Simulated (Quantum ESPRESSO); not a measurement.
# BN (F-43m): from strain to phonon shift

How far does biaxial strain in the (001) plane shift the zone-centre optical mode of BN (F-43m)?

Calculated with Quantum ESPRESSO 7.5; DFT PBE, scalar-relativistic, plane waves, PseudoDojo norm-conserving pseudopotentials.

## (1) The relaxed structure

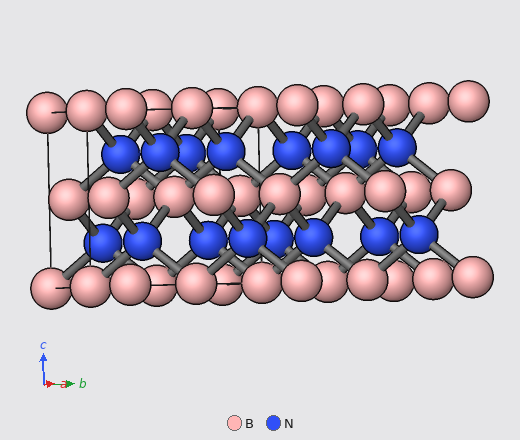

The starting structure, seen slightly off an axis (boron pink, nitrogen blue). 2×2×1 cells are drawn. This picture shows the conventional cell, with its axes. Bonds to atoms that aren't drawn are left out. Some periodic images of atoms are drawn too.

This is the cell after its relaxation at this level of theory, not the database cell from which that began.

## (2) Uniaxial strain

The relaxed cell is stretched along z alone. This keeps all atoms on sites fixed by symmetry and splits the threefold mode into a singlet, polarised along z, and a doublet. The macroscopic field is left out, so these are transverse modes. Cutoff 92 Ry, k mesh 12×12×12.

From the response at ε_zz = 0.01:

What it wrote:

```text
[banners, grids, parts of the stress and lines that vanish by symmetry left out]
Program PHONON v.7.5
     Reading xml data from directory:

[...]
Exchange-correlation= PBE
                           (   1   4   3   4   0   0   0)
[...]
kinetic-energy cut-off    =      92.0000  Ry
     charge density cut-off    =     368.0000  Ry
     convergence threshold     =      1.0E-18
[...]
Exchange-correlation= PBE
                           (   1   4   3   4   0   0   0)
[...]
q = (   0.0000000   0.0000000   0.0000000 )
      9 Sym.Ops. (with q -> -q+G )
     G cutoff =  220.7111  (   9649 G-vectors)     FFT grid: ( 30, 30, 30)
     number of k points=   163
[...]
Mode symmetry, D_2d (-42m) point group:
[...]
Representation #   1 mode #   1
[...]
End of self-consistent calculation
     Convergence has been achieved
     Representation #   2 mode #   2
[...]
End of self-consistent calculation
     Convergence has been achieved
     Representation #   3 modes #   3   4
[...]
End of self-consistent calculation
     Convergence has been achieved
     Representation #   4 modes #   5   6
[...]
End of self-consistent calculation
     Convergence has been achieved
[...]
q = (    0.000000000   0.000000000   0.000000000 )
[...]
freq (    1) =       0.035472 [THz] =       1.183235 [cm-1]
     freq (    2) =       0.035472 [THz] =       1.183235 [cm-1]
     freq (    3) =       0.038575 [THz] =       1.286724 [cm-1]
     freq (    4) =      30.343841 [THz] =    1012.161580 [cm-1]
     freq (    5) =      30.537556 [THz] =    1018.623218 [cm-1]
     freq (    6) =      30.537556 [THz] =    1018.623218 [cm-1]
[...]
Mode symmetry, D_2d (-42m) point group:
     freq (   1-   2) =          1.2  [cm-1]   --> E    X_5  W_3   I+R
     freq (   3-   3) =          1.3  [cm-1]   --> B_2  X_3  W_2   I+R
     freq (   4-   4) =       1012.2  [cm-1]   --> B_2  X_3  W_2   I+R
     freq (   5-   6) =       1018.6  [cm-1]   --> E    X_5  W_3   I+R

   JOB DONE.
```

| ε_zz | singlet (cm⁻¹) | doublet (cm⁻¹) | σ_zz (GPa) | σ_xx (GPa) |
| --- | --- | --- | --- | --- |
| -0.01 | 1045.86 | 1039.91 | -7.889 | -1.761 |
| -0.005 | 1037.61 | 1034.57 | -3.924 | -0.860 |
| 0 | 1029.25 | 1029.25 | -0.003 | -0.003 |
| 0.005 | 1020.76 | 1023.93 | 3.874 | 0.812 |
| 0.01 | 1012.16 | 1018.62 | 7.707 | 1.585 |

Stress is counted positive in tension.

## (3) The fit

To first order ω² − ω₀² = p ε_zz + q (ε_xx + ε_yy) for the mode along z, and likewise for x and y. With ε_zz alone the singlet gives p and the doublet q.

The linear terms of parabolas through ω² are p = -3.27 ω₀² and q = -2.07 ω₀², with ω₀ = 1029.2 cm⁻¹. Those of the stresses are C11 = 780 GPa and C12 = 167 GPa. Under hydrostatic strain p and q imply γ = −(p + 2q)/(6 ω₀²) = 1.24.

A layer held to an in-plane strain ε and free along z takes ε_zz = −2 (C12/C11) ε = -0.429 ε. To first order the singlet then shifts by (q − p C12/C11) ε / ω₀ = -1406 ε cm⁻¹. For ε = -0.006, ε_zz = 0.00257, the formulas for ω² predict 1037.66 cm⁻¹ for the singlet and 1042.92 cm⁻¹ for the doublet.

## (4) A biaxially strained cell

This run was no part of the fit.

What it wrote:

```text
[banners, grids, parts of the stress and lines that vanish by symmetry left out]
[banner, memory and clock lines left out]
Program PHONON v.7.5

[...]
Exchange-correlation= PBE
                           (   1   4   3   4   0   0   0)
[...]
kinetic-energy cut-off    =      92.0000  Ry
     charge density cut-off    =     368.0000  Ry
     convergence threshold     =      1.0E-18
[...]
Exchange-correlation= PBE
                           (   1   4   3   4   0   0   0)
[...]
q = (   0.0000000   0.0000000   0.0000000 )
      9 Sym.Ops. (with q -> -q+G )
     G cutoff =  217.7701  (   9465 G-vectors)     FFT grid: ( 30, 30, 30)
     number of k points=   163
[...]
Mode symmetry, D_2d (-42m) point group:
[...]
Representation #   1 mode #   1
[...]
End of self-consistent calculation
     Convergence has been achieved
     Representation #   2 mode #   2
[...]
End of self-consistent calculation
     Convergence has been achieved
     Representation #   3 modes #   3   4
[...]
End of self-consistent calculation
     Convergence has been achieved
     Representation #   4 modes #   5   6
[...]
End of self-consistent calculation
     Convergence has been achieved
[...]
q = (    0.000000000   0.000000000   0.000000000 )
[...]
freq (    1) =      -0.065123 [THz] =      -2.172267 [cm-1]
     freq (    2) =      -0.065123 [THz] =      -2.172267 [cm-1]
     freq (    3) =      -0.063304 [THz] =      -2.111605 [cm-1]
     freq (    4) =      31.110925 [THz] =    1037.748760 [cm-1]
     freq (    5) =      31.265889 [THz] =    1042.917790 [cm-1]
     freq (    6) =      31.265889 [THz] =    1042.917790 [cm-1]
[...]
Mode symmetry, D_2d (-42m) point group:
     freq (   1-   2) =         -2.2  [cm-1]   --> E    X_5  W_3   I+R
     freq (   3-   3) =         -2.1  [cm-1]   --> B_2  X_3  W_2   I+R
     freq (   4-   4) =       1037.7  [cm-1]   --> B_2  X_3  W_2   I+R
     freq (   5-   6) =       1042.9  [cm-1]   --> E    X_5  W_3   I+R
```

| mode | predicted (cm⁻¹) | run (cm⁻¹) |
| --- | --- | --- |
| singlet | 1037.66 | 1037.75 |
| doublet | 1042.92 | 1042.92 |

The stress along z is 0.000 GPa and that in the plane -5.371 GPa; the unstrained cell carries -0.003 GPa.

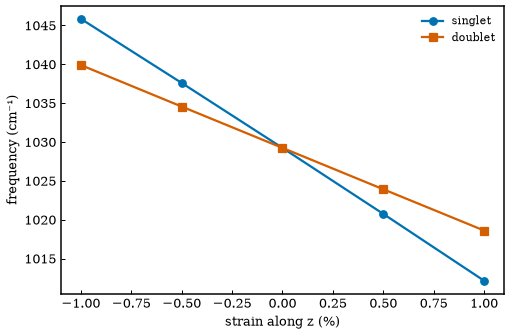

The two components under uniaxial strain.

## (5) Summary of results

| Property | Result |
| --- | --- |
| p (in units of the squared frequency) | -3.274 |
| q (same units) | -2.068 |
| shift of the singlet per unit of biaxial strain | -1406 cm⁻¹ |
| C11 and C12 | 780 and 167 GPa |

What this shows: To first order, one per cent of tensile biaxial strain moves the singlet of BN (F-43m) by -14.1 cm⁻¹ and the doublet by -22.9 cm⁻¹; the formulas miss the test run by up to 0.09 cm⁻¹. In backscattering from (001) the mode polarised along z is the one seen in diamond and zinc-blende crystals; in a polar crystal it is the LO mode, whose potentials differ somewhat from these. The third potential, r, needs shear strain and a relaxation of the atoms, which was not run. These are harmonic values at zero temperature.

[Host names and launcher messages were left out of these logs when they were recorded.]

[Logs are printed without paths, hosts, clocks, repeated set-up lines and the standing remarks that a program may print on its own settings, such as how far it seeks lower states.]

[Hosts, paths, dates, database ids (printed as entryN), source tags and the programs' standing remarks are cut or masked in the printed files.]
